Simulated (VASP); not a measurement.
## WSe$_{2}$: geometry relaxation (part 3 of 3)

The same run, continued: WSe$_{2}$ (slab, 9 atoms in the cell); Kohn-Sham DFT of a periodic cell, PBE, VASP PAW PBE potentials, recommended, no spin polarisation (VASP 6.6.1); cutoff 600 eV, 12×12×1 k-mesh, Gaussian smearing of 0.03 eV. The structure derives from an entry of the Crystallography Open Database.

Geometry of the input (Å; fractional positions):
```
3.3239  0.0000  0.0000
-1.6619  2.8786  0.0000
0.0000  0.0000  34.3163
Se 0.3333  0.6667  0.2368
Se 0.3333  0.6667  0.3347
Se 0.6667  0.3333  0.4511
Se 0.6667  0.3333  0.5489
Se 0.3333  0.6667  0.6653
Se 0.3333  0.6667  0.7632
W  0.6667  0.3333  0.2858
W  0.3333  0.6667  0.5000
W  0.6667  0.3333  0.7142
```

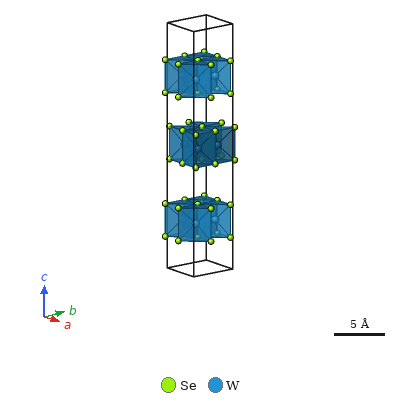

The geometry at step 2 of the log (polyhedral view of the 2 × 2 repeat of the cell, with the vacuum cut short, seen slightly off an axis; polyhedra are completed across the faces of the cell).

Parts of OUTCAR, continued
```
 Free energy of the ion-electron system (eV)
  ---------------------------------------------------
  ext. energy  EPLUGINS =         0.00000000
  ---------------------------------------------------
  free energy    TOTEN  =       -64.88021263 eV

  energy without entropy =      -64.88021263  energy(sigma->0) =      -64.88021263

 E-fermi :   1.2013     XC(G=0):  -6.5095     alpha+bet : -6.5671

 val. band max:        1.0751373338   @ k =   0.3333   0.3333   0.0000
 cond. band min:       2.5649077944   @ k =   0.1667   0.1667   0.0000
 fundamental gap:      1.4897704607
 Fermi energy:         1.2013291424

 k-point     1 :       0.0000    0.0000    0.0000
  band No.  band energies     occupation
      1     -73.0342      2.00000
      2     -73.0336      2.00000
      3     -73.0336      2.00000
      4     -37.2510      2.00000
      5     -37.2503      2.00000
      6     -37.2503      2.00000
      7     -37.1506      2.00000
      8     -37.1506      2.00000
      9     -37.1500      2.00000
     10     -37.1500      2.00000
     11     -37.1500      2.00000
     12     -37.1500      2.00000
     13     -13.6394      2.00000
     14     -13.6230      2.00000
     15     -13.6082      2.00000
     16     -12.4236      2.00000
     17     -12.3946      2.00000
     18     -12.3683      2.00000
     19      -5.1860      2.00000
     20      -5.0670      2.00000
     21      -4.9469      2.00000
     22      -1.4556      2.00000
     23      -1.2800      2.00000
     24      -1.2800      2.00000
     25      -1.2785      2.00000
     26      -1.2785      2.00000
     27      -1.2780      2.00000
     28      -1.2780      2.00000
     29      -1.1107      2.00000
     30      -0.7177      2.00000
     31      -0.1818      2.00000
     32      -0.1818      2.00000
     33      -0.1785      2.00000
     34      -0.1785      2.00000
     35      -0.1763      2.00000
     36      -0.1763      2.00000
     37       0.5705      2.00000
     38       0.7936      2.00000
     39       0.9767      2.00000
     40       3.9378      0.00000
     41       3.9378      0.00000
     42       3.9419      0.00000
     43       3.9419      0.00000
     44       3.9447      0.00000
     45       3.9447      0.00000
     46       4.1035      0.00000

 k-point     2 :       0.0833   -0.0000    0.0000
  band No.  band energies     occupation
      1     -73.0336      2.00000
      2     -73.0330      2.00000
      3     -73.0330      2.00000
      4     -37.2484      2.00000
      5     -37.2477      2.00000
      6     -37.2477      2.00000
      7     -37.1647      2.00000
      8     -37.1640      2.00000
      9     -37.1640      2.00000
     10     -37.1540      2.00000
     11     -37.1533      2.00000
     12     -37.1533      2.00000
     13     -13.5391      2.00000
     14     -13.5228      2.00000
     15     -13.5081      2.00000
     16     -12.3724      2.00000
     17     -12.3442      2.00000
     18     -12.3186      2.00000
     19      -5.0560      2.00000
     20      -4.9371      2.00000
     21      -4.8169      2.00000
     22      -1.6157      2.00000
     23      -1.5905      2.00000
     24      -1.5880      2.00000
     25      -1.5872      2.00000
     26      -1.3386      2.00000
     27      -1.1833      2.00000
     28      -1.1814      2.00000
     29      -1.1805      2.00000
     30      -1.0728      2.00000
     31      -0.3537      2.00000
     32      -0.3500      2.00000
     33      -0.3473      2.00000
     34      -0.1976      2.00000
     35      -0.1468      2.00000
     36      -0.0410      2.00000
     37       0.5625      2.00000
     38       0.7539      2.00000
     39       0.9016      2.00000
     40       3.6292      0.00000
     41       3.6731      0.00000
     42       3.7054      0.00000
     43       3.7062      0.00000
     44       3.7585      0.00000
     45       3.7925      0.00000
     46       3.9678      0.00000

 k-point     3 :       0.1667   -0.0000    0.0000
  band No.  band energies     occupation
      1     -73.0320      2.00000
      2     -73.0314      2.00000
      3     -73.0314      2.00000
      4     -37.2412      2.00000
      5     -37.2404      2.00000
      6     -37.2404      2.00000
      7     -37.2027      2.00000
      8     -37.2021      2.00000
      9     -37.2021      2.00000
     10     -37.1629      2.00000
     11     -37.1623      2.00000
     12     -37.1623      2.00000
     13     -13.2519      2.00000
     14     -13.2359      2.00000
     15     -13.2214      2.00000
     16     -12.2261      2.00000
     17     -12.2002      2.00000
     18     -12.1768      2.00000
     19      -4.6933      2.00000
     20      -4.5761      2.00000
     21      -4.4568      2.00000
     22      -2.3392      2.00000
     23      -2.3349      2.00000
     24      -2.3314      2.00000
     25      -2.0220      2.00000
     26      -1.8499      2.00000
     27      -1.7035      2.00000
     28      -0.9161      2.00000
     29      -0.9130      2.00000
     30      -0.9109      2.00000
     31      -0.7563      2.00000
     32      -0.7516      2.00000
     33      -0.7482      2.00000
     34      -0.3911      2.00000
     35      -0.2804      2.00000
     36      -0.1227      2.00000
     37       0.4462      2.00000
     38       0.5457      2.00000
     39       0.6163      2.00000
     40       2.9969      0.00000
     41       3.1371      0.00000
     42       3.3091      0.00000
     43       3.4816      0.00000
     44       3.5883      0.00000
     45       3.6629      0.00000
     46       3.6694      0.00000

 k-point     4 :       0.2500   -0.0000    0.0000
  band No.  band energies     occupation
      1     -73.0298      2.00000
      2     -73.0292      2.00000
      3     -73.0292      2.00000
      4     -37.2543      2.00000
      5     -37.2537      2.00000
      6     -37.2537      2.00000
      7     -37.2313      2.00000
      8     -37.2306      2.00000
      9     -37.2306      2.00000
     10     -37.1752      2.00000
     11     -37.1746      2.00000
     12     -37.1746      2.00000
     13     -12.8202      2.00000
     14     -12.8050      2.00000
     15     -12.7914      2.00000
     16     -12.0085      2.00000
     17     -11.9864      2.00000
     18     -11.9667      2.00000
     19      -4.2285      2.00000
     20      -4.1258      2.00000
     21      -4.0221      2.00000
     22      -3.1937      2.00000
     23      -3.1769      2.00000
     24      -3.1574      2.00000
     25      -2.6072      2.00000
     26      -2.5155      2.00000
     27      -2.4444      2.00000
     28      -1.2053      2.00000
     29      -1.2000      2.00000
     30      -1.1957      2.00000
     31      -0.7308      2.00000
     32      -0.6050      2.00000
     33      -0.5504      2.00000
     34      -0.5448      2.00000
     35      -0.5403      2.00000
     36      -0.4628      2.00000
     37       0.1175      2.00000
     38       0.1460      2.00000
     39       0.1651      2.00000
     40       2.7985      0.00000
     41       2.9757      0.00000
     42       3.1860      0.00000
     43       3.3880      0.00000
     44       3.4058      0.00000
     45       3.4222      0.00000
     46       3.6649      0.00000

 k-point     5 :       0.3333   -0.0000    0.0000
  band No.  band energies     occupation
      1     -73.0276      2.00000
      2     -73.0270      2.00000
      3     -73.0270      2.00000
      4     -37.3054      2.00000
      5     -37.3047      2.00000
      6     -37.3047      2.00000
      7     -37.2214      2.00000
      8     -37.2207      2.00000
      9     -37.2207      2.00000
     10     -37.1874      2.00000
     11     -37.1868      2.00000
     12     -37.1868      2.00000
     13     -12.3251      2.00000
     14     -12.3118      2.00000
     15     -12.3001      2.00000
     16     -11.7650      2.00000
     17     -11.7479      2.00000
     18     -11.7332      2.00000
     19      -4.3678      2.00000
     20      -4.3369      2.00000
     21      -4.3089      2.00000
     22      -3.4367      2.00000
     23      -3.3752      2.00000
     24      -3.2821      2.00000
     25      -3.2484      2.00000
     26      -3.1844      2.00000
     27      -3.1752      2.00000
     28      -1.5821      2.00000
     29      -1.5763      2.00000
     30      -1.5716      2.00000
     31      -0.9828      2.00000
     32      -0.8815      2.00000
     33      -0.7778      2.00000
     34      -0.2036      2.00000
     35      -0.1938      2.00000
     36      -0.1854      2.00000
     37      -0.1712      2.00000
     38      -0.1398      2.00000
     39      -0.1148      2.00000
     40       3.0288      0.00000
     41       3.1710      0.00000
     42       3.2762      0.00000
     43       3.2892      0.00000
     44       3.3010      0.00000
     45       3.3335      0.00000
     46       4.0655      0.00000

 [... the levels of 13 k-points are left out ...]

 k-point    19 :       0.3333    0.3333    0.0000
  band No.  band energies     occupation
      1     -73.0243      2.00000
      2     -73.0237      2.00000
      3     -73.0237      2.00000
      4     -37.3047      2.00000
      5     -37.3040      2.00000
      6     -37.3040      2.00000
      7     -37.2835      2.00000
      8     -37.2828      2.00000
      9     -37.2828      2.00000
     10     -37.2066      2.00000
     11     -37.2059      2.00000
     12     -37.2059      2.00000
     13     -11.4437      2.00000
     14     -11.4418      2.00000
     15     -11.4418      2.00000
     16     -11.3156      2.00000
     17     -11.3137      2.00000
     18     -11.3137      2.00000
     19      -4.2426      2.00000
     20      -4.2280      2.00000
     21      -4.2146      2.00000
     22      -4.1398      2.00000
     23      -4.1375      2.00000
     24      -4.1370      2.00000
     25      -3.2650      2.00000
     26      -3.2430      2.00000
     27      -3.2231      2.00000
     28      -2.6770      2.00000
     29      -2.6738      2.00000
     30      -2.6637      2.00000
     31      -2.2036      2.00000
     32      -2.1966      2.00000
     33      -2.1880      2.00000
     34      -1.2715      2.00000
     35      -1.2705      2.00000
     36      -1.2645      2.00000
     37       1.0285      2.00000
     38       1.0524      2.00000
     39       1.0751      2.00000
     40       2.5953      0.00000
     41       2.5961      0.00000
     42       2.5961      0.00000
     43       3.7128      0.00000
     44       3.8629      0.00000
     45       4.0163      0.00000
     46       4.4672      0.00000

------------------------ aborting loop because EDIFF is reached ----------------------------------------

  FORCE on cell =-STRESS in cart. coord.  units (eV):
  Direction    XX          YY          ZZ          XY          YZ          ZX
  --------------------------------------------------------------------------------------
  -------------------------------------------------------------------------------------
  Total        0.0006290      0.0006290      0.1015395      0.0000000      0.0000000      0.0000000
  in kB        0.0030710      0.0030710      0.4957778      0.0000000      0.0000000      0.0000000
  external PRESSURE =       0.1673066 kB  Pullay stress =       0.0000000 kB

 VOLUME and BASIS-vectors are now :
 -----------------------------------------------------------------------------
  energy-cutoff  :      600.00
  volume of cell :      328.14
      direct lattice vectors                 reciprocal lattice vectors
     3.322874626  0.000000000  0.000000000     0.300944246  0.173750242  0.000000000
    -1.661437313  2.877693841  0.000000000     0.000000000  0.347500483  0.000000000
     0.000000000  0.000000000 34.316260000     0.000000000  0.000000000  0.029140705

 POSITION                                       TOTAL-FORCE (eV/Angst)
 -----------------------------------------------------------------------------------
     -0.00000      1.91846      8.12719        -0.000000      0.000000     -0.004249
     -0.00000      1.91846     11.48660        -0.000000     -0.000000      0.000330
      1.66144      0.95923     15.47838        -0.000000      0.000000     -0.001398
      1.66144      0.95923     18.83788        -0.000000      0.000000      0.001398
     -0.00000      1.91846     22.82966        -0.000000     -0.000000     -0.000330
     -0.00000      1.91846     26.18907        -0.000000      0.000000      0.004249
      1.66144      0.95923      9.80676        -0.000000      0.000000     -0.002126
     -0.00000      1.91846     17.15813         0.000000     -0.000000      0.000000
      1.66144      0.95923     24.50950        -0.000000      0.000000      0.002126
 -----------------------------------------------------------------------------------
    total drift:                               -0.000008      0.000005      0.000000

  FREE ENERGIE OF THE ION-ELECTRON SYSTEM (eV)
  ---------------------------------------------------
  free  energy   TOTEN  =       -64.8802126338 eV

  energy  without entropy=      -64.8802126338  energy(sigma->0) =      -64.88021263

 reached required accuracy - stopping structural energy minimisation
```

CONTCAR
```
WSe2
   1.00000000000000
     3.3228746259505151    0.0000000000000000    0.0000000000000000
    -1.6614373129752575    2.8776938411870603    0.0000000000000000
     0.0000000000000000    0.0000000000000000   34.3162599999999998
  Se              W
     6     3
Direct
     0.3333333300000021    0.6666666699999979    0.2368320349978697
     0.3333333300000021    0.6666666699999979    0.3347277327630235
     0.6666666699999979    0.3333333300000021    0.4510509720905485
     0.6666666699999979    0.3333333300000021    0.5489490279094515
     0.3333333300000021    0.6666666699999979    0.6652722672369765
     0.3333333300000021    0.6666666699999979    0.7631679650021304
     0.6666666699999979    0.3333333300000021    0.2857757965178278
     0.3333333300000021    0.6666666699999979    0.5000000000000000
     0.6666666699999979    0.3333333300000021    0.7142242034821721

  0.00000000E+00  0.00000000E+00  0.00000000E+00
  0.00000000E+00  0.00000000E+00  0.00000000E+00
  0.00000000E+00  0.00000000E+00  0.00000000E+00
  0.00000000E+00  0.00000000E+00  0.00000000E+00
  0.00000000E+00  0.00000000E+00  0.00000000E+00
  0.00000000E+00  0.00000000E+00  0.00000000E+00
  0.00000000E+00  0.00000000E+00  0.00000000E+00
  0.00000000E+00  0.00000000E+00  0.00000000E+00
  0.00000000E+00  0.00000000E+00  0.00000000E+00
```

Trajectory as extended XYZ (Å, eV, eV/Å), 5 frames, from step=0 to step=4
```
9
Lattice="3.3239 0.0000 0.0000 -1.6619 2.8786 0.0000 0.0000 0.0000 34.3163" Properties=species:S:1:pos:R:3:forces:R:3 step=0 energy=-64.88018
Se    0.0000    1.9191    8.1276    0.0000   0.0000  -0.0016
Se    0.0000    1.9191   11.4866    0.0000   0.0000  -0.0031
Se    1.6619    0.9595   15.4791    0.0000   0.0000  -0.0077
Se    1.6619    0.9595   18.8371    0.0000   0.0000   0.0077
Se    0.0000    1.9191   22.8297    0.0000   0.0000   0.0031
Se    0.0000    1.9191   26.1887    0.0000   0.0000   0.0016
W     1.6619    0.9595    9.8069    0.0000   0.0000  -0.0014
W     0.0000    1.9191   17.1581    0.0000   0.0000   0.0000
W     1.6619    0.9595   24.5093    0.0000   0.0000   0.0014
9
Lattice="3.3226 0.0000 0.0000 -1.6613 2.8774 0.0000 0.0000 0.0000 34.3163" Properties=species:S:1:pos:R:3:forces:R:3 step=1 energy=-64.88020
Se    0.0000    1.9183    8.1275    0.0000   0.0000  -0.0098
Se    0.0000    1.9183   11.4864    0.0000   0.0000   0.0063
Se    1.6613    0.9591   15.4788    0.0000   0.0000  -0.0096
Se    1.6613    0.9591   18.8375    0.0000   0.0000   0.0096
Se    0.0000    1.9183   22.8298    0.0000   0.0000  -0.0063
Se    0.0000    1.9183   26.1888    0.0000   0.0000   0.0098
W     1.6613    0.9591    9.8069    0.0000   0.0000  -0.0027
W     0.0000    1.9183   17.1581    0.0000   0.0000   0.0000
W     1.6613    0.9591   24.5094    0.0000   0.0000   0.0027
9
Lattice="3.3230 0.0000 0.0000 -1.6615 2.8778 0.0000 0.0000 0.0000 34.3163" Properties=species:S:1:pos:R:3:forces:R:3 step=2 energy=-64.88020
Se    0.0000    1.9185    8.1275    0.0000   0.0000  -0.0075
Se    0.0000    1.9185   11.4865    0.0000   0.0000   0.0036
Se    1.6615    0.9593   15.4789    0.0000   0.0000  -0.0091
Se    1.6615    0.9593   18.8374    0.0000   0.0000   0.0091
Se    0.0000    1.9185   22.8298    0.0000   0.0000  -0.0036
Se    0.0000    1.9185   26.1887    0.0000   0.0000   0.0075
W     1.6615    0.9593    9.8069    0.0000   0.0000  -0.0023
W     0.0000    1.9185   17.1581    0.0000   0.0000   0.0000
W     1.6615    0.9593   24.5094    0.0000   0.0000   0.0023
9
Lattice="3.3230 0.0000 0.0000 -1.6615 2.8778 0.0000 0.0000 0.0000 34.3163" Properties=species:S:1:pos:R:3:forces:R:3 step=3 energy=-64.88020
Se    0.0000    1.9185    8.1275    0.0000   0.0000  -0.0072
Se    0.0000    1.9185   11.4865    0.0000   0.0000   0.0032
Se    1.6615    0.9593   15.4789    0.0000   0.0000  -0.0090
Se    1.6615    0.9593   18.8374    0.0000   0.0000   0.0090
Se    0.0000    1.9185   22.8298    0.0000   0.0000  -0.0032
Se    0.0000    1.9185   26.1887    0.0000   0.0000   0.0072
W     1.6615    0.9593    9.8069    0.0000   0.0000  -0.0023
W     0.0000    1.9185   17.1581    0.0000   0.0000   0.0000
W     1.6615    0.9593   24.5094    0.0000   0.0000   0.0023
9
Lattice="3.3229 0.0000 0.0000 -1.6614 2.8777 0.0000 0.0000 0.0000 34.3163" Properties=species:S:1:pos:R:3:forces:R:3 step=4 energy=-64.88021
Se    0.0000    1.9185    8.1272    0.0000   0.0000  -0.0042
Se    0.0000    1.9185   11.4866    0.0000   0.0000   0.0003
Se    1.6614    0.9592   15.4784    0.0000   0.0000  -0.0014
Se    1.6614    0.9592   18.8379    0.0000   0.0000   0.0014
Se    0.0000    1.9185   22.8297    0.0000   0.0000  -0.0003
Se    0.0000    1.9185   26.1891    0.0000   0.0000   0.0042
W     1.6614    0.9592    9.8068    0.0000   0.0000  -0.0021
W     0.0000    1.9185   17.1581    0.0000   0.0000   0.0000
W     1.6614    0.9592   24.5095    0.0000   0.0000   0.0021
```

Key numbers

- outcome: converged
- electrons treated: 78
- free energy: −64.8802 eV
- Fermi energy: 1.201 eV
- gap on the k-point mesh: 1.49 eV
- final volume: 328.14 Å³
- largest force (length of the vector) at the end: 0.004 eV/Å
- hardware: 4 threads of Intel Xeon (Sapphire Rapids), 64 GiB of memory available, shared host
- wall time: 5.2 min (CPU time 21 min)
- peak memory: 0.73 GiB

Notes

Spin–orbit coupling is left out, which matters for W.
